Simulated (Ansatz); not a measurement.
# W₂Se: what the fields show

Input file:

```
crystal:
  lattice:
    - [1.5900852933, 0.9180361721, 5.9074144715]
    - [-1.5900852933, 0.9180361721, 5.9074144715]
    - [0.0, -1.8360723442, 5.9074144715]
  atoms:
    - { symbol: W, position: [0.7813762328, 0.7813762328, 0.7813762328] }
    - { symbol: W, position: [0.2186237672, 0.2186237672, 0.2186237672] }
    - { symbol: Se, position: [0.0, 0.0, 0.0] }
basis:
  ecutwfc: 420
kpoints:
  mp_grid: { grid: [12, 12, 12] }
  band_path:
    path:
      - [[0.0, 0.0, 0.0], [0.5, 0.5, 0.5], [0.81723305, 0.18276695, 0.5]]
      - [[0.5, -0.18276695, 0.18276695], [0.5, 0.0, 0.0], [0.0, 0.0, 0.0], [0.34138347, -0.34138347, 0.0]]
      - [[0.65861653, 0.0, 0.34138347], [0.5, 0.0, 0.5], [0.0, 0.0, 0.0]]
    npoints: 14
hamiltonian:
  xc: pbe
scf:
  occupations: { method: gaussian, width: 0.1 }
  n_extra_bands: 7
output:
  forces: true
  stress: true
  eigenvalues: true
  populations: true
  dos: { projected: true, de: 0.02, nscf_kmesh: { grid: [15, 15, 15] } }
  bader: true
  write_density: true
  write_potential: true
  elf: true
  volumetric_format: npy
```

Run with:

```sh
ansatz run input.yaml --threads 1 --pin off --max-ram 2560MiB --backend cpu --events-out ev --progress --plain --runs-dir out
```

Below, planes, directions and counts refer to the conventional cell (a = 3.18 Å, b = 3.18 Å, c = 17.72 Å, α = 90.00°, β = 90.00°, γ = 120.00°).

Space group R-3m; a generated structure, not necessarily the stable one.

Computed with Ansatz, DFT PBE, scalar-relativistic, plane waves, PAW.

The density is the valence pseudo-density of a PAW calculation; it isn't the true density close to the nuclei.

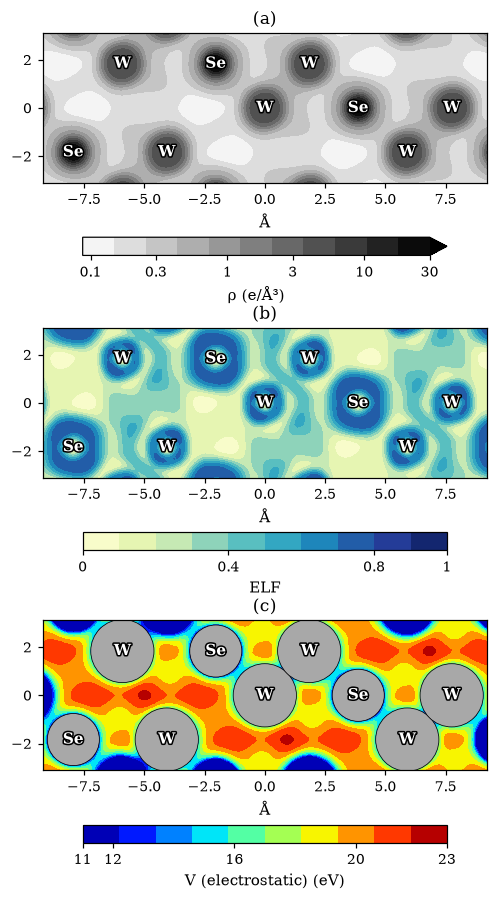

Figure 1. (a) valence pseudo-density; (b) electron localisation function; (c) electrostatic potential energy of an electron on the (110) plane of the conventional cell. Grey discs cover the atomic cores in the potential map.

Read the bonding off the picture.

Answer. The section cuts through W and Se sites.
W–W (2.60 Å): ρ is about 0.58 e/Å³ halfway; the ELF is about 0.50 at the midpoint.
W–Se (2.74 Å): ρ at the midpoint is about 0.35 e/Å³; the ELF is about 0.35 at the midpoint.
Between the atoms the lowest density in this plane is 0.09 e/Å³.
The features right at W lie inside the PAW spheres, where the map follows smoothed inner orbitals and isn't to be read closely.
Outside the cores the potential energy rises away from the atoms and is highest about 2.0 Å from the nearest atoms; its zero is arbitrary.

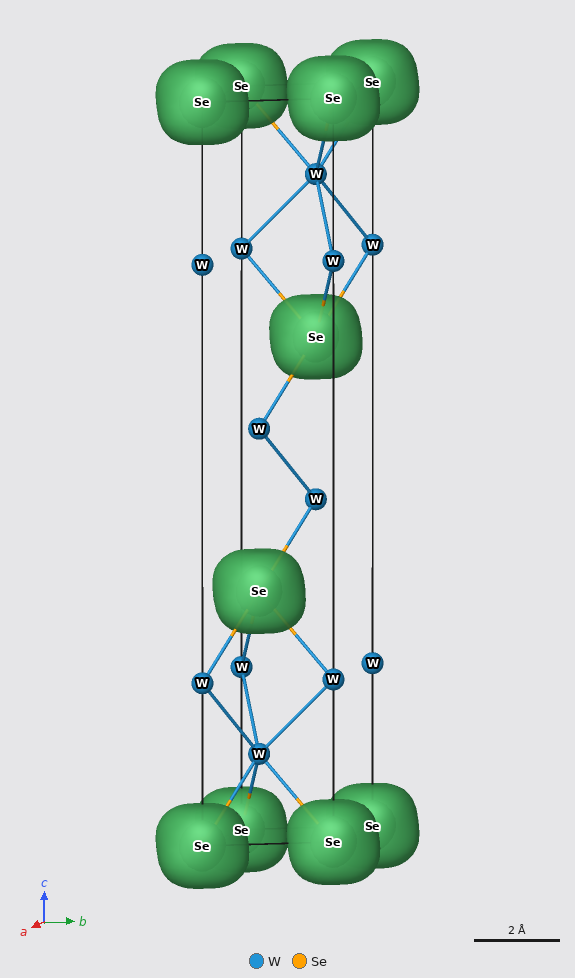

Figure 2. Isosurface of the electron localisation function at 0.65 (green), seen slightly off an axis. Only the valence region is drawn (cores and ρ < 0.01 e/Å³ removed). Sticks mark near contacts.

What do the ELF domains correspond to?

Answer. The ELF exceeds this value in three regions wrapped around Se (the valence shell of each), counted in one cell of 9 atoms. Regions shared between cells count once.

Metal or insulator at this level of theory?

Answer. It is metallic or semimetallic at this level of theory: no gap opens; semilocal functionals without U, or without the true magnetic order, often close the gap of such compounds.

How much charge does the calculation move between the atoms?

Answer. Electrons move from W towards Se. Bader charges: W +0.37 and Se −0.74 e.
